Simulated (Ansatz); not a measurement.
Input of the run:

```
crystal:
  lattice:
    - [3.6124296579, 0.0, 0.0]
    - [0.0, 5.565267849, 0.0]
    - [0.0, 0.0, 26.4710047949]
  atoms:
    - { symbol: Tl, position: [0.0, 0.75, 0.291937787] }
    - { symbol: Tl, position: [0.0, 0.25, 0.3587546725] }
    - { symbol: Tl, position: [0.5, 0.75, 0.4054192043] }
    - { symbol: Tl, position: [0.5, 0.25, 0.4798604007] }
    - { symbol: Tl, position: [0.0, 0.75, 0.5201395533] }
    - { symbol: Tl, position: [0.0, 0.25, 0.5945808495] }
    - { symbol: Tl, position: [0.5, 0.75, 0.6412453681] }
    - { symbol: Tl, position: [0.5, 0.25, 0.7080621646] }
basis:
  ecutwfc: 420
kpoints:
  mp_grid: { grid: [10, 6, 1] }
  band_path:
    path: [[0.5, 0, 0], [0, 0, 0], [0, 0.5, 0], [0.5, 0.5, 0], [0, 0, 0]]
    npoints: 12
hamiltonian:
  xc: pbe
scf:
  occupations: { method: gaussian, width: 0.1 }
  n_extra_bands: 44
output:
  forces: true
  eigenvalues: true
  populations: true
  fatbands: true
  write_density: true
  write_potential: true
  elf: true
  volumetric_format: npy
magnetization:
  noncollinear: true
  spin_orbit: true
efield:
  axis: 3
  dipole_correction: true
  ramp_width: 0.04
```

Command:
```bash
ansatz run input.yaml --threads 2 --pin off --max-ram 5632MiB --backend cpu --events-out ev --progress --plain --runs-dir out
```

What will the band structure look like? The path is X–Γ–Y–S–Γ.

A metal: 12 spinor bands cross the Fermi level along this path (the two partners of a degenerate pair count as two). Bands cross the Fermi level on every line of the path. At X the nearest levels lie 0.45 eV below and 0.34 eV above the Fermi level.

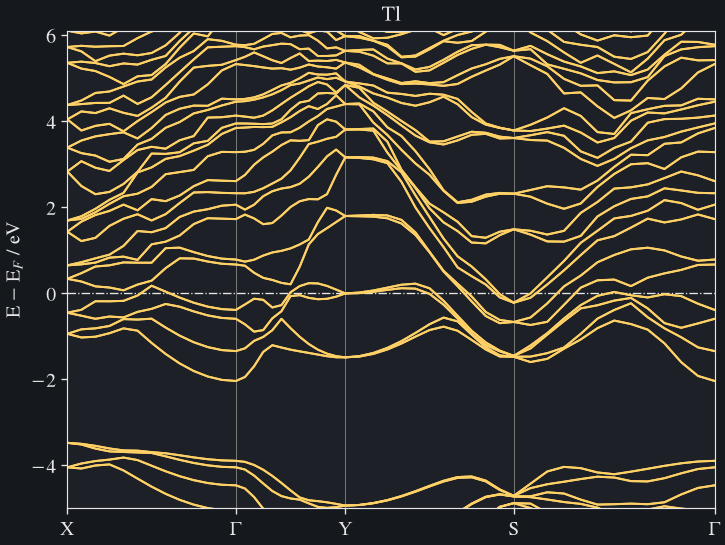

Band structure. Energies are counted from the Fermi level.
